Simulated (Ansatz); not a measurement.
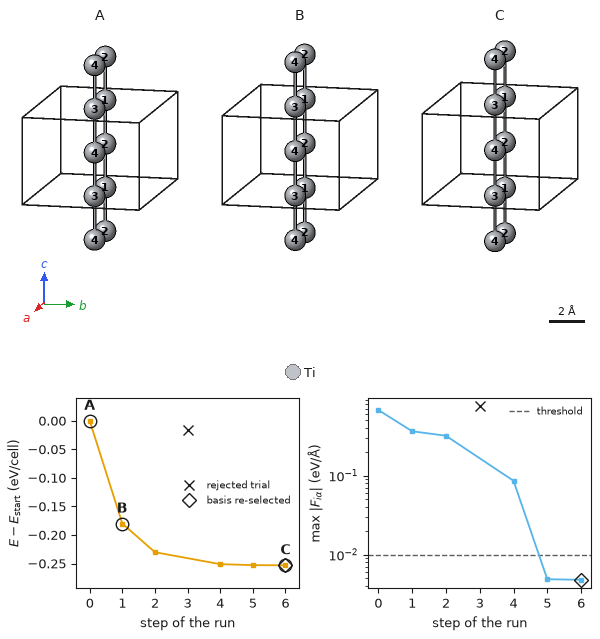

Frames of a relaxation of a wire of composition Ti, marked on the history of the run. The picture is a ball-and-stick view of the cell of the calculation, with the vacuum cut short, seen slightly off an axis.

Case: ladder chain of atoms.

These are results of Ansatz, DFT PBE, scalar-relativistic, plane waves, PAW, not measurements.

The input:
```yaml
crystal:
  lattice:
    - [11.7, 0.0, 0.0]
    - [0.0, 9.3, 0.0]
    - [0.0, 0.0, 5.181074124]
  atoms:
    - { symbol: Ti, position: [0.3837579523, 0.5, 0.0], spin: 1.5 }
    - { symbol: Ti, position: [0.3837579523, 0.5, 0.5], spin: 1.5 }
    - { symbol: Ti, position: [0.6162420477, 0.5, 0.0], spin: 1.5 }
    - { symbol: Ti, position: [0.6162420477, 0.5, 0.5], spin: 1.5 }
basis:
  ecutwfc: 420
kpoints:
  mp_grid: { grid: [1, 1, 13] }
hamiltonian:
  xc: pbe
scf:
  occupations: { method: gaussian, width: 0.05 }
output:
  forces: true
  stress: true
  eigenvalues: true
  populations: true
  write_density: true
  write_potential: true
  elf: true
  volumetric_format: npy
magnetization:
  spin_polarized: true
relax:
  adjacent_minimum: "off"
  f_tol: 0.01
  max_steps: 45
  cell: { fix: [a, b, alpha, beta, gamma], stress_tol: 0.03 }
```

Run as
```bash
ansatz run input.yaml --threads 2 --pin off --max-ram 5120MiB --backend cpu --events-out ev --progress --plain --runs-dir out
```

Describe the path.

Answer. The largest moves relative to the layer's centre, 0.11 Å, are those of Ti1, Ti2, Ti3 and Ti4. Along the periodic axis the drawn cell goes c 5.181 → 5.404 Å (+4.3 %). Some distances before and after: Ti1–Ti3 2.720 → 2.510 Å, Ti1–Ti2 2.591 → 2.702 Å. The energy falls by 0.253 eV per cell of the calculation in 4 accepted moves (6 points after the start). The largest force component goes from 0.68 to 0.0048 eV/Å. The line search rejected the trial step at point 3 of the run. At 1 point the geometry stayed and the basis and grid were re-selected for the new cell (energy shift of 0.4 meV per cell of the calculation at most each time). The run took 110 s on 2 threads of Arm Neoverse V2 (shared host), peak memory 0.9 GiB. From step 0 to 1: Ti atoms move most (0.17 Å), energy −0.180 eV per cell of the calculation. From step 1 to 6: Ti atoms move most (0.06 Å), energy −73.1 meV per cell of the calculation.

| step | E − E(0), meV/atom | largest force component, eV/Å | note |
| --- | --- | --- | --- |
| 0 | 0.00 | 0.6791 |  |
| 1 | -45.01 | 0.3650 |  |
| 2 | -57.52 | 0.3202 |  |
| 3 | -4.19 | 0.7526 | rejected |
| 4 | -62.75 | 0.0862 |  |
| 5 | -63.18 | 0.0049 |  |
| 6 | -63.28 | 0.0048 | same geometry, new basis |

Limits of the set-up: the k-point mesh is coarse for a cell with partly filled bands.
